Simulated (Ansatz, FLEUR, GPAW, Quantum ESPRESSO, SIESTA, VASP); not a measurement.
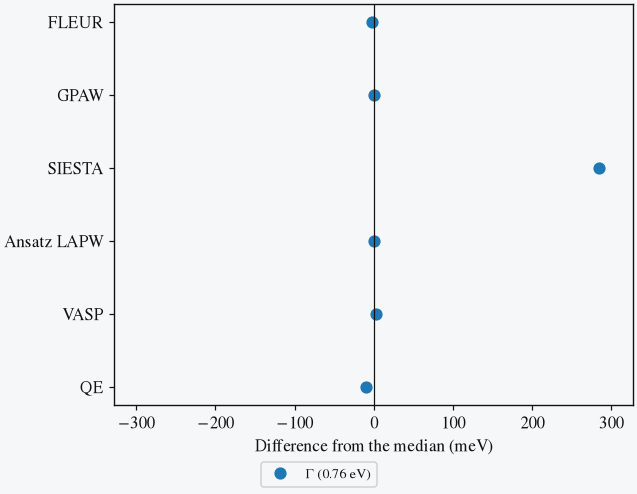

Lowest conduction level at Γ, counted from the valence-band top at Γ, for zincblende CdTe, space group F-43m (No. 216), 2 atoms in the primitive cell; cubic a = 6.410 Å. Six programs ran PBEsol (no spin polarisation, no spin-orbit coupling) on the same cell and 7×7×7 k mesh. The plot shows each result less the median of the plane-wave and all-electron runs, which the legend gives.

> What spread should one expect between these programs?

The plane-wave and all-electron programs (Quantum ESPRESSO, Ansatz LAPW, FLEUR, VASP and GPAW) agree within 13 meV at this point. SIESTA departs by +285 meV (at Γ).

```csv
program,kind,valence electrons,Γ (eV)
Quantum ESPRESSO,plane waves,18,0.747
VASP,plane waves,18,0.760
Ansatz LAPW,all-electron,–,0.757
SIESTA,local basis,36,1.042
GPAW,plane waves,18,0.757
FLEUR,all-electron,–,0.755
```

Settings. GBRV 1.5 PBEsol, 612 eV cutoff, Fermi-Dirac smearing of 0.05 eV (Quantum ESPRESSO). VASP PAW PBE potentials, release 64 (Te, Cd), 520 eV cutoff, Fermi-Dirac smearing of 0.05 eV (VASP). all-electron LAPW, Fermi-Dirac smearing of 0.05 eV (Ansatz). PseudoDojo 0.4 standard (PBEsol files), Fermi-Dirac smearing of 0.05 eV (SIESTA 5.4.2). PAW data sets generated in the run's folder for this functional, 600 eV cutoff, Fermi-Dirac smearing of 0.05 eV (GPAW 26.7.0). all-electron, Fermi-Dirac smearing of 0.05 eV (FLEUR MaX-R8.1 (later development tree)).

Spin-orbit coupling is left out, which matters for Te. LDA, GGA and most meta-GGA functionals understate gaps. VASP: the PAW data sets were made with another functional. SIESTA: the basis of atomic orbitals isn't converged, which shifts gaps and empty levels.
